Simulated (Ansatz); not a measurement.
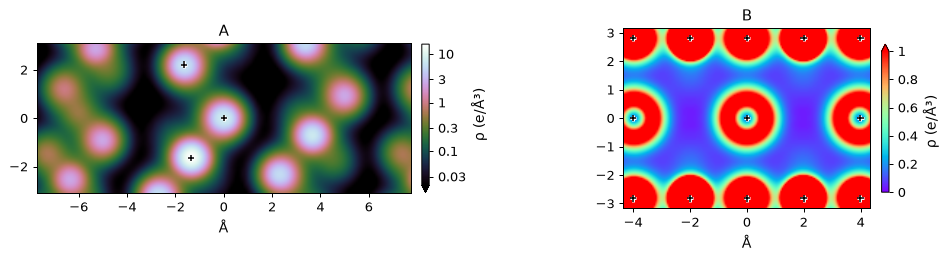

The valence charge density (pseudo) of 2 systems, each on a plane through atoms (crosses mark nuclei in the plane).

These are results of Kohn-Sham DFT of a periodic cell, r2SCAN, Ansatz PAW (Ansatz), not measurements.

System 1: BaTiO₃, the (11̄0) plane of the conventional cell. Space group Pm-3m.

```
Ba Ti O
1.0
     3.99404    0.00000    0.00000
     0.00000    3.99404    0.00000
     0.00000    0.00000    3.99404
Ba Ti O
1 1 3
Direct
  0.50000 0.50000 0.50000
  0.00000 0.00000 0.00000
  0.00000 0.00000 0.50000
  0.00000 0.50000 0.00000
  0.50000 0.00000 0.00000
```

System 2: SnO₂, the (111) plane of the conventional cell. Space group R-3m; a structure from a database of computed crystals, not necessarily the ambient phase; not relaxed (largest force 0.6 eV/Å); computed pressure about −7 GPa in this cell.

```
CELL_PARAMETERS angstrom
3.23419 0.00000 0.00000
-1.61709 2.80089 0.00000
0.00000 0.00000 14.40178
ATOMIC_POSITIONS crystal
Sn 0.33333 0.66667 0.16667
Sn 0.00000 0.00000 0.50000
Sn 0.66667 0.33333 0.83333
O 0.66667 0.33333 0.09616
O 0.33333 0.66667 0.42950
O 0.00000 0.00000 0.76283
O 0.00000 0.00000 0.23717
O 0.66667 0.33333 0.57050
O 0.33333 0.66667 0.90384
```

> Which map belongs to which system?

Panel A is system 2, SnO₂: the plane holds Sn and O. Sn–O (2.13 Å): the density is about 0.59 e/Å³ at the midpoint. Panel B is system 1, BaTiO₃: the plane holds Ba, Ti and O. Ti–O (2.00 Å): ρ is about 0.63 e/Å³ halfway.
